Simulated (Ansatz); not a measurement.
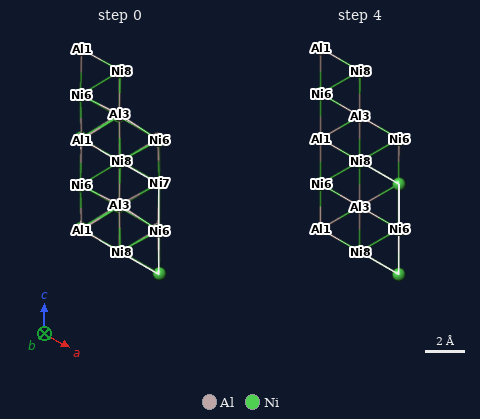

The structure of solid AlNi (set up in P1) before (left) and after (right) a relaxation, at one scale.

The picture is a ball-and-stick view of the cell of the calculation, repeated 1 × 1 × 2 with one cell outlined, seen along the b axis.

Case: all atoms moved at random, sigma 0.05 Å for each component; relaxed back.

Level of theory: Ansatz, DFT r2SCAN, scalar-relativistic, plane waves, PAW.

Input
```yaml
crystal:
  lattice:
    - [0.0, 4.044334623, 2.8700173316]
    - [0.0, -4.044334623, 2.8700173316]
    - [4.0447751123, 0.0, -2.8700173316]
  atoms:
    - { symbol: Al, position: [0.0137459653, -0.0003246878, -0.0029641242] }
    - { symbol: Al, position: [0.4972129701, 0.4841350943, -0.0057974599] }
    - { symbol: Al, position: [0.4952339174, -0.0092868857, 0.5182748243] }
    - { symbol: Al, position: [-0.0165038434, 0.4937141808, 0.4908844564] }
    - { symbol: Ni, position: [0.4912843258, 0.4913244713, 0.4931353313] }
    - { symbol: Ni, position: [0.0015587963, 0.0023466301, 0.485631966] }
    - { symbol: Ni, position: [0.0067616249, 0.5248665508, 0.0127425347] }
    - { symbol: Ni, position: [0.5107062436, 0.0132246464, 0.0080924713] }
basis:
  ecutwfc: 500
kpoints:
  mp_grid: { grid: [8, 8, 8] }
hamiltonian:
  xc: r2scan
scf:
  occupations: { method: gaussian, width: 0.15 }
output:
  forces: true
  stress: true
  eigenvalues: true
relax:
  adjacent_minimum: "off"
  f_tol: 0.01
  max_steps: 80
  cell: { stress_tol: 0.1 }
```

Command:
```bash
ansatz run input.yaml --threads 2 --pin off --max-ram 5120MiB --backend cpu --events-out ev --progress --plain --runs-dir out
```

Question: Describe what moved and what it gained.

Answer: After 3 accepted moves (4 points after the start) the energy has fallen by 28.3 meV per atom. Largest force component: 0.98 eV/Å at the start, 0.00017 eV/Å at the end. The pressure goes from 1.17 to 0.03 GPa. At 1 point the geometry stayed and the basis and grid were re-selected for the new cell (energy shift of less than 0.05 meV per atom at most each time). Al3 moves most relative to the cell: 0.12 Å along [1 2 −3]. Largest moves by element: Al 0.12 Å, Ni 0.10 Å. The drawn cell changes at constant volume: a = b unchanged at 4.959 Å, c 4.960 → 4.959 Å (0.0 %), β 109.6° → 109.5°, γ 109.3° → 109.5°. Among the contacts that change: Ni6–Ni7 2.733 → 2.863 Å, Ni6–Ni7 (another image) 2.987 → 2.863 Å, Al3–Ni8 2.595 → 2.479 Å, Al1–Ni7 2.592 → 2.480 Å. The space group (tolerance 0.01 Å) goes from P1 (No. 1) to Pm-3m (No. 221). Cost: 11 min on 2 threads of Intel(R) Xeon(R) Processor @ 2.70GHz, with other jobs on the host, peak memory 1.5 GiB.

Limits of the set-up: an element that often carries a moment was run without spin polarisation.
